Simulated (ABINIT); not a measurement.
**Band-structure run, with input and output: TiB₂ (part 4 of 4)**

TiB₂ (P6/mmm, 3 atoms in the cell); Kohn-Sham DFT of a periodic cell, rPW86PBE, JTH PAW PBE v2.0, no spin polarisation (ABINIT 10.8.3); cutoff 408.17 eV, 10×10×8 k-mesh, fermi-dirac of 0.05 eV. The structure derives from an entry of the Crystallography Open Database.

Geometry of the input (Å; fractional positions):
```
3.0292  0.0000  0.0000
-1.5146  2.6234  0.0000
0.0000  0.0000  3.2284
Ti 0.0000  0.0000  0.0000
B  0.6667  0.3333  0.5000
B  0.3333  0.6667  0.5000
```

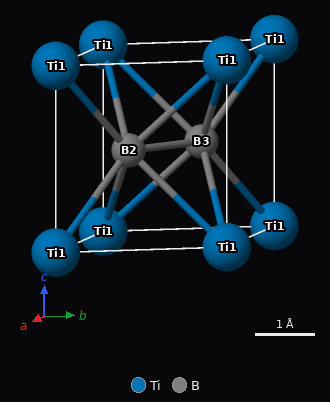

**Figure 1.** The structure (ball-and-stick view of the cell of the calculation, seen slightly off an axis; atoms are numbered from 1 in the order of the input).

What the program printed, continued
```
  4.2783E-01  6.0843E-01  7.2600E-01  7.4333E-01  7.4333E-01

--- !ResultsGS
iteration_state: {dtset: 2, }
comment   : Summary of ground state results
lattice_vectors:
- [  5.7243584,   0.0000000,   0.0000000, ]
- [ -2.8621792,   4.9574398,   0.0000000, ]
- [  0.0000000,   0.0000000,   6.1007918, ]
lattice_lengths: [   5.72436,    5.72436,    6.10079, ]
lattice_angles: [ 90.000,  90.000, 120.000, ] # degrees, (23, 13, 12)
lattice_volume:   1.7312926E+02
convergence: {deltae:  0.000E+00, res2:  0.000E+00, residm:  9.991E-13, diffor:  0.000E+00, }
etotal    :  -6.45842040E+01
entropy   :   0.00000000E+00
fermie    :   3.66504691E-01
cartesian_stress_tensor: null
pressure_GPa: null
xred      :
- [  0.0000E+00,   0.0000E+00,   0.0000E+00, Ti]
- [  6.6667E-01,   3.3333E-01,   5.0000E-01,  B]
- [  3.3333E-01,   6.6667E-01,   5.0000E-01,  B]
cartesian_forces: null
force_length_stats: {min: null, max: null, mean: null, }
...

 Integrated electronic density in atomic spheres:
 ------------------------------------------------
 Atom  Sphere_radius  Integrated_density
    1        2.30803         10.35887762
    2        1.70617          1.94042732
    3        1.70617          1.94042732

================================================================================

 ----iterations are completed or convergence reached----

 Mean square residual over all n,k,spin=   46.148E-14; max=  99.912E-14
 reduced coordinates (array xred) for    3 atoms
       0.000000000000      0.000000000000      0.000000000000
       0.666666666667      0.333333333333      0.500000000000
       0.333333333333      0.666666666667      0.500000000000

 cartesian coordinates (angstrom) at end:
    1      0.00000000000000     0.00000000000000     0.00000000000000
    2      1.51459999897696     0.87445471711930     1.61419999889384
    3      0.00000000001764     1.74890943423860     1.61419999889384
 length scales=  5.724358376700  5.724358376600  6.100791820700 bohr
              =  3.029199997936  3.029199997883  3.228399997788 angstroms
 Eigenvalues (hartree) for nkpt=  56  k points:
 kpt#   1, nband= 17, wtk=  1.00000, kpt=  0.0000  0.0000  0.0000 (reduced coord)
  -1.72901   -0.85772   -0.84656   -0.84656   -0.12625    0.27268    0.27268    0.28319
   0.29225    0.43752    0.43752    0.50090    0.50090    0.58174    0.58174    0.62357
   0.70338
 kpt#   2, nband= 17, wtk=  1.00000, kpt=  0.0556  0.0000  0.0000 (reduced coord)
  -1.72895   -0.85765   -0.84701   -0.84666   -0.12406    0.26632    0.27231    0.28137
   0.29338    0.43687    0.44136    0.49157    0.49294    0.59095    0.59577    0.63034
   0.70418
 kpt#   3, nband= 17, wtk=  1.00000, kpt=  0.1111  0.0000  0.0000 (reduced coord)
  -1.72878   -0.85743   -0.84832   -0.84696   -0.11755    0.24856    0.27106    0.27664
   0.29656    0.43503    0.45188    0.47304    0.47862    0.60729    0.62823    0.65122
   0.69197
 kpt#   4, nband= 17, wtk=  1.00000, kpt=  0.1667  0.0000  0.0000 (reduced coord)
  -1.72852   -0.85710   -0.85031   -0.84741   -0.10687    0.22272    0.26870    0.27050
   0.30041    0.43224    0.45597    0.46649    0.46692    0.62042    0.66784    0.66982
   0.68353
 kpt#   5, nband= 17, wtk=  1.00000, kpt=  0.2222  0.0000  0.0000 (reduced coord)
  -1.72819   -0.85669   -0.85272   -0.84797   -0.09229    0.19211    0.26434    0.26513
   0.30267    0.42890    0.44594    0.46033    0.48174    0.62966    0.64537    0.70708
   0.71777
 kpt#   6, nband= 17, wtk=  1.00000, kpt=  0.2778  0.0000  0.0000 (reduced coord)
  -1.72785   -0.85626   -0.85527   -0.84855   -0.07410    0.15914    0.25903    0.26070
   0.30149    0.42542    0.44568    0.45865    0.49338    0.63018    0.63592    0.70456
   0.76248
 kpt#   7, nband= 17, wtk=  1.00000, kpt=  0.3333  0.0000  0.0000 (reduced coord)
  -1.72753   -0.85763   -0.85585   -0.84911   -0.05264    0.12536    0.25498    0.25609
   0.29721    0.42222    0.45435    0.46047    0.49798    0.62571    0.64006    0.69677
   0.79860
 kpt#   8, nband= 17, wtk=  1.00000, kpt=  0.3889  0.0000  0.0000 (reduced coord)
  -1.72727   -0.85954   -0.85552   -0.84955   -0.02826    0.09182    0.25212    0.25225
   0.29201    0.41966    0.46383    0.46780    0.49636    0.62999    0.64276    0.68540
   0.82712
 kpt#   9, nband= 17, wtk=  1.00000, kpt=  0.4444  0.0000  0.0000 (reduced coord)
  -1.72709   -0.86078   -0.85530   -0.84985   -0.00130    0.05925    0.24946    0.25072
   0.28804    0.41802    0.46680    0.48018    0.49297    0.63652    0.64448    0.67437
   0.84476
 kpt#  10, nband= 17, wtk=  1.00000, kpt=  0.5000  0.0000  0.0000 (reduced coord)
  -1.72703   -0.86121   -0.85522   -0.84995    0.02586    0.03020    0.24853    0.25024
   0.28658    0.41745    0.46796    0.48530    0.49144    0.63945    0.64518    0.66954
   0.85050
 kpt#  11, nband= 17, wtk=  1.00000, kpt=  0.4667  0.0667  0.0000 (reduced coord)
  -1.72701   -0.86101   -0.85520   -0.85036    0.02830    0.03152    0.22661    0.25232
   0.30662    0.40226    0.46391    0.48310    0.50857    0.63850    0.65170    0.67760
   0.84555
 kpt#  12, nband= 17, wtk=  1.00000, kpt=  0.4333  0.1333  0.0000 (reduced coord)
  -1.72695   -0.86041   -0.85512   -0.85150    0.03545    0.03549    0.19152    0.25853
   0.33678    0.37440    0.45366    0.47654    0.54170    0.63576    0.66918    0.70039
   0.83240
 kpt#  13, nband= 17, wtk=  1.00000, kpt=  0.4000  0.2000  0.0000 (reduced coord)
  -1.72688   -0.85945   -0.85503   -0.85317    0.04215    0.04675    0.15492    0.26875
   0.34638    0.36704    0.44085    0.46589    0.57631    0.63144    0.69327    0.73252
   0.81687
 kpt#  14, nband= 17, wtk=  1.00000, kpt=  0.3667  0.2667  0.0000 (reduced coord)
  -1.72681   -0.85821   -0.85504   -0.85495    0.05157    0.06039    0.12027    0.28275
   0.32129    0.39621    0.42844    0.45209    0.60502    0.62601    0.71943    0.75358
   0.81876
 kpt#  15, nband= 17, wtk=  1.00000, kpt=  0.3333  0.3333  0.0000 (reduced coord)
  -1.72679   -0.85676   -0.85676   -0.85491    0.06382    0.06382    0.10066    0.30017
   0.30017    0.41825    0.41825    0.44112    0.62006    0.62006    0.74238    0.74238
   0.84598
 kpt#  16, nband= 17, wtk=  1.00000, kpt=  0.3000  0.3000  0.0000 (reduced coord)
  -1.72682   -0.85799   -0.85519   -0.85496    0.03870    0.07898    0.11457    0.28346
   0.32044    0.40897    0.41135    0.45608    0.61448    0.61665    0.72172    0.75516
   0.81592
 kpt#  17, nband= 17, wtk=  1.00000, kpt=  0.2667  0.2667  0.0000 (reduced coord)
  -1.72694   -0.85850   -0.85511   -0.85359    0.00829    0.09707    0.13858    0.27132
   0.34268    0.38940    0.40831    0.47352    0.59863    0.61042    0.70274    0.75349
   0.78110
 kpt#  18, nband= 17, wtk=  1.00000, kpt=  0.2333  0.2333  0.0000 (reduced coord)
  -1.72715   -0.85817   -0.85537   -0.85206   -0.02063    0.11808    0.16549    0.26370
   0.36559    0.36909    0.40941    0.48142    0.57331    0.60939    0.68949    0.74052
   0.75246
 kpt#  19, nband= 17, wtk=  1.00000, kpt=  0.2000  0.2000  0.0000 (reduced coord)
  -1.72743   -0.85699   -0.85573   -0.85064   -0.04691    0.14183    0.19327    0.26035
   0.34970    0.38736    0.41470    0.47898    0.54573    0.61322    0.68122    0.72128
   0.73099
 kpt#  20, nband= 17, wtk=  1.00000, kpt=  0.1667  0.1667  0.0000 (reduced coord)
  -1.72778   -0.85616   -0.85512   -0.84941   -0.07004    0.16790    0.21999    0.26080
   0.33219    0.40598    0.42406    0.47109    0.51857    0.62363    0.67147    0.69879
   0.71812
 kpt#  21, nband= 17, wtk=  1.00000, kpt=  0.1333  0.1333  0.0000 (reduced coord)
  -1.72814   -0.85662   -0.85283   -0.84838   -0.08963    0.19547    0.24310    0.26435
   0.31729    0.41996    0.43718    0.46489    0.49335    0.64135    0.65583    0.67474
   0.71247
 kpt#  22, nband= 17, wtk=  1.00000, kpt=  0.1000  0.1000  0.0000 (reduced coord)
  -1.72848   -0.85705   -0.85047   -0.84758   -0.10535    0.22301    0.25985    0.26997
   0.30564    0.42908    0.45358    0.46613    0.47123    0.63571    0.65016    0.66489
   0.69893
 kpt#  23, nband= 17, wtk=  1.00000, kpt=  0.0667  0.0667  0.0000 (reduced coord)
  -1.72876   -0.85741   -0.84843   -0.84701   -0.11686    0.24785    0.26896    0.27621
   0.29772    0.43427    0.45348    0.47238    0.47664    0.61326    0.62433    0.65562
   0.69016
 kpt#  24, nband= 17, wtk=  1.00000, kpt=  0.0333  0.0333  0.0000 (reduced coord)
  -1.72894   -0.85764   -0.84705   -0.84667   -0.12389    0.26592    0.27214    0.28123
   0.29350    0.43679    0.44170    0.49112    0.49220    0.59201    0.59631    0.63093
   0.70427
 kpt#  25, nband= 17, wtk=  1.00000, kpt=  0.0000  0.0000  0.0000 (reduced coord)
  -1.72901   -0.85772   -0.84656   -0.84656   -0.12625    0.27268    0.27268    0.28319
   0.29225    0.43752    0.43752    0.50090    0.50090    0.58174    0.58174    0.62357
   0.70338
 kpt#  26, nband= 17, wtk=  1.00000, kpt=  0.0000  0.0000  0.0714 (reduced coord)
  -1.72898   -0.85808   -0.84653   -0.84653   -0.12376    0.25404    0.27464    0.27464
   0.31873    0.43115    0.43115    0.49660    0.49660    0.59135    0.59135    0.62274
   0.71201
 kpt#  27, nband= 17, wtk=  1.00000, kpt=  0.0000  0.0000  0.1429 (reduced coord)
  -1.72891   -0.85909   -0.84645   -0.84645   -0.11647    0.21910    0.28050    0.28050
   0.34633    0.41627    0.41627    0.48438    0.48438    0.61568    0.61568    0.62046
   0.72056
 kpt#  28, nband= 17, wtk=  1.00000, kpt=  0.0000  0.0000  0.2143 (reduced coord)
  -1.72880   -0.86053   -0.84633   -0.84633   -0.10497    0.18383    0.29012    0.29012
   0.37122    0.39929    0.39929    0.46595    0.46595    0.61732    0.64749    0.64749
   0.72185
 kpt#  29, nband= 17, wtk=  1.00000, kpt=  0.0000  0.0000  0.2857 (reduced coord)
  -1.72869   -0.86213   -0.84620   -0.84620   -0.09036    0.15014    0.30324    0.30324
   0.38400    0.38400    0.39318    0.44353    0.44353    0.61396    0.68127    0.68127
   0.72345
 kpt#  30, nband= 17, wtk=  1.00000, kpt=  0.0000  0.0000  0.3571 (reduced coord)
  -1.72858   -0.86355   -0.84609   -0.84609   -0.07462    0.12052    0.31928    0.31928
   0.37222    0.37222    0.41122    0.41949    0.41949    0.61106    0.71224    0.71224
   0.72480
 kpt#  31, nband= 17, wtk=  1.00000, kpt=  0.0000  0.0000  0.4286 (reduced coord)
  -1.72851   -0.86453   -0.84601   -0.84601   -0.06131    0.09880    0.33668    0.33668
   0.36487    0.36487    0.39676    0.39676    0.42345    0.60912    0.72569    0.73486
   0.73486
 kpt#  32, nband= 17, wtk=  1.00000, kpt=  0.0000  0.0000  0.5000 (reduced coord)
  -1.72848   -0.86488   -0.84598   -0.84598   -0.05579    0.09047    0.34736    0.34736
   0.36238    0.36238    0.38421    0.38421    0.42783    0.60843    0.72600    0.74333
   0.74333
 kpt#  33, nband= 17, wtk=  1.00000, kpt=  0.0556  0.0000  0.5000 (reduced coord)
  -1.72842   -0.86477   -0.84641   -0.84607   -0.05474    0.09332    0.32086    0.32369
   0.37899    0.38543    0.38630    0.38739    0.42867    0.61296    0.72875    0.73834
   0.74563
 kpt#  34, nband= 17, wtk=  1.00000, kpt=  0.1111  0.0000  0.5000 (reduced coord)
  -1.72826   -0.86448   -0.84767   -0.84635   -0.05157    0.10171    0.28584    0.29608
   0.36520    0.39244    0.41075    0.41869    0.43113    0.62383    0.71597    0.74800
   0.75279
 kpt#  35, nband= 17, wtk=  1.00000, kpt=  0.1667  0.0000  0.5000 (reduced coord)
  -1.72800   -0.86403   -0.84957   -0.84678   -0.04626    0.11521    0.24961    0.27106
   0.34674    0.40229    0.43282    0.43499    0.44880    0.63483    0.69384    0.76553
   0.77037
 kpt#  36, nband= 17, wtk=  1.00000, kpt=  0.2222  0.0000  0.5000 (reduced coord)
  -1.72768   -0.86348   -0.85189   -0.84730   -0.03880    0.13306    0.21375    0.24930
   0.32694    0.41524    0.43985    0.45238    0.47578    0.63939    0.66975    0.78463
   0.79909
 kpt#  37, nband= 17, wtk=  1.00000, kpt=  0.2778  0.0000  0.5000 (reduced coord)
  -1.72734   -0.86289   -0.85433   -0.84785   -0.02927    0.15412    0.17952    0.23116
   0.30790    0.43031    0.44520    0.47050    0.49809    0.63344    0.64528    0.81026
   0.83214
 kpt#  38, nband= 17, wtk=  1.00000, kpt=  0.3333  0.0000  0.5000 (reduced coord)
  -1.72702   -0.86233   -0.85661   -0.84837   -0.01791    0.14808    0.17689    0.21685
   0.29066    0.44604    0.45040    0.48807    0.51495    0.61812    0.62126    0.84212
   0.84397
 kpt#  39, nband= 17, wtk=  1.00000, kpt=  0.3889  0.0000  0.5000 (reduced coord)
  -1.72677   -0.86188   -0.85845   -0.84879   -0.00549    0.12087    0.19937    0.20654
   0.27544    0.45476    0.46036    0.50548    0.52639    0.59847    0.59941    0.81544
   0.85448
 kpt#  40, nband= 17, wtk=  1.00000, kpt=  0.4444  0.0000  0.5000 (reduced coord)
  -1.72660   -0.86158   -0.85964   -0.84907    0.00578    0.10055    0.20031    0.21890
   0.26217    0.45768    0.47066    0.52194    0.53290    0.57849    0.58447    0.79722
   0.85272
 kpt#  41, nband= 17, wtk=  1.00000, kpt=  0.5000  0.0000  0.5000 (reduced coord)
  -1.72654   -0.86148   -0.86006   -0.84916    0.01087    0.09240    0.19823    0.22896
   0.25460    0.45870    0.47446    0.53102    0.53501    0.56819    0.57879    0.79078
   0.85238
 kpt#  42, nband= 17, wtk=  1.00000, kpt=  0.4667  0.0667  0.5000 (reduced coord)
  -1.72652   -0.86144   -0.85986   -0.84956    0.01262    0.09147    0.19406    0.23120
   0.25419    0.45880    0.47706    0.52760    0.53082    0.57761    0.58662    0.75430
   0.89238
 kpt#  43, nband= 17, wtk=  1.00000, kpt=  0.4333  0.1333  0.5000 (reduced coord)
  -1.72646   -0.86134   -0.85927   -0.85066    0.01786    0.08823    0.18355    0.23729
   0.25316    0.45905    0.48470    0.52012    0.53013    0.57372    0.62542    0.70426
   0.86295
 kpt#  44, nband= 17, wtk=  1.00000, kpt=  0.4000  0.2000  0.5000 (reduced coord)
  -1.72639   -0.86122   -0.85835   -0.85227    0.02657    0.08151    0.17150    0.24533
   0.25215    0.45931    0.49689    0.51756    0.52877    0.56585    0.66255    0.67552
   0.83321
 kpt#  45, nband= 17, wtk=  1.00000, kpt=  0.3667  0.2667  0.5000 (reduced coord)
  -1.72632   -0.86110   -0.85714   -0.85407    0.03875    0.07009    0.16278    0.25196
   0.25207    0.45950    0.51300    0.51887    0.52641    0.55181    0.63599    0.73282
   0.80618
 kpt#  46, nband= 17, wtk=  1.00000, kpt=  0.3333  0.3333  0.5000 (reduced coord)
  -1.72629   -0.86105   -0.85573   -0.85573    0.05434    0.05434    0.15983    0.25344
   0.25344    0.45960    0.52266    0.52266    0.53232    0.53232    0.62750    0.78288
   0.78288
 kpt#  47, nband= 17, wtk=  1.00000, kpt=  0.3000  0.3000  0.5000 (reduced coord)
  -1.72633   -0.86112   -0.85693   -0.85422    0.03631    0.07330    0.16250    0.24631
   0.25731    0.45928    0.51191    0.51710    0.52751    0.55400    0.63518    0.76250
   0.76405
 kpt#  48, nband= 17, wtk=  1.00000, kpt=  0.2667  0.2667  0.5000 (reduced coord)
  -1.72645   -0.86132   -0.85743   -0.85268    0.01811    0.09554    0.16993    0.23051
   0.26415    0.45757    0.49278    0.50944    0.53143    0.57699    0.65735    0.72746
   0.74997
 kpt#  49, nband= 17, wtk=  1.00000, kpt=  0.2333  0.2333  0.5000 (reduced coord)
  -1.72665   -0.86168   -0.85711   -0.85120    0.00108    0.12093    0.18152    0.20860
   0.27429    0.45352    0.47478    0.49953    0.53129    0.59976    0.69242    0.69974
   0.74046
 kpt#  50, nband= 17, wtk=  1.00000, kpt=  0.2000  0.2000  0.5000 (reduced coord)
  -1.72693   -0.86217   -0.85598   -0.84985   -0.01403    0.14928    0.18387    0.19695
   0.28785    0.44586    0.45896    0.48740    0.52331    0.62005    0.68398    0.73496
   0.73779
 kpt#  51, nband= 17, wtk=  1.00000, kpt=  0.1667  0.1667  0.5000 (reduced coord)
  -1.72727   -0.86276   -0.85419   -0.84867   -0.02689    0.15910    0.18033    0.21603
   0.30461    0.43257    0.44844    0.47307    0.50579    0.63467    0.68148    0.73255
   0.79038
 kpt#  52, nband= 17, wtk=  1.00000, kpt=  0.1333  0.1333  0.5000 (reduced coord)
  -1.72763   -0.86338   -0.85199   -0.84770   -0.03738    0.13635    0.21366    0.23852
   0.32390    0.41727    0.44132    0.45637    0.48083    0.64034    0.68949    0.73220
   0.83946
 kpt#  53, nband= 17, wtk=  1.00000, kpt=  0.1000  0.1000  0.5000 (reduced coord)
  -1.72796   -0.86397   -0.84973   -0.84694   -0.04548    0.11714    0.24869    0.26409
   0.34443    0.40361    0.43567    0.43682    0.45158    0.63600    0.70390    0.73280
   0.79587
 kpt#  54, nband= 17, wtk=  1.00000, kpt=  0.0667  0.0667  0.5000 (reduced coord)
  -1.72824   -0.86445   -0.84777   -0.84640   -0.05123    0.10260    0.28453    0.29225
   0.36387    0.39307    0.41375    0.42022    0.43141    0.62479    0.72104    0.73288
   0.76360
 kpt#  55, nband= 17, wtk=  1.00000, kpt=  0.0333  0.0333  0.5000 (reduced coord)
  -1.72842   -0.86477   -0.84645   -0.84608   -0.05465    0.09355    0.31987    0.32221
   0.37858    0.38646    0.38690    0.38822    0.42874    0.61330    0.72960    0.73652
   0.74664
 kpt#  56, nband= 17, wtk=  1.00000, kpt=  0.0000  0.0000  0.5000 (reduced coord)
  -1.72848   -0.86488   -0.84598   -0.84598   -0.05579    0.09047    0.34736    0.34736
   0.36238    0.36238    0.38421    0.38421    0.42783    0.60843    0.72600    0.74333
   0.74333

== END DATASET(S) ==============================================================
================================================================================

 -outvars: echo values of variables after computation  --------
            acell      5.7243583767E+00  5.7243583766E+00  6.1007918207E+00 Bohr
           etotal1    -6.4584203956E+01
            fcart1    -0.0000000000E+00  2.7157619110E-29 -0.0000000000E+00
                      -0.0000000000E+00 -4.0736428665E-29 -0.0000000000E+00
                      -0.0000000000E+00  1.3578809555E-29 -0.0000000000E+00
            rprim      1.0000000000E+00  0.0000000000E+00  0.0000000000E+00
                      -5.0000000000E-01  8.6602540380E-01  0.0000000000E+00
                       0.0000000000E+00  0.0000000000E+00  1.0000000000E+00
           strten1    -1.1069511918E-04 -1.1069511920E-04 -1.8105146071E-04
                       0.0000000000E+00  0.0000000000E+00 -2.0411804263E-13
           xangst      0.0000000000E+00  0.0000000000E+00  0.0000000000E+00
                       1.5145999990E+00  8.7445471712E-01  1.6141999989E+00
                       1.7639201954E-11  1.7489094342E+00  1.6141999989E+00
             xred      0.0000000000E+00  0.0000000000E+00  0.0000000000E+00
                       6.6666666667E-01  3.3333333333E-01  5.0000000000E-01
                       3.3333333333E-01  6.6666666667E-01  5.0000000000E-01
 Calculation completed.
```
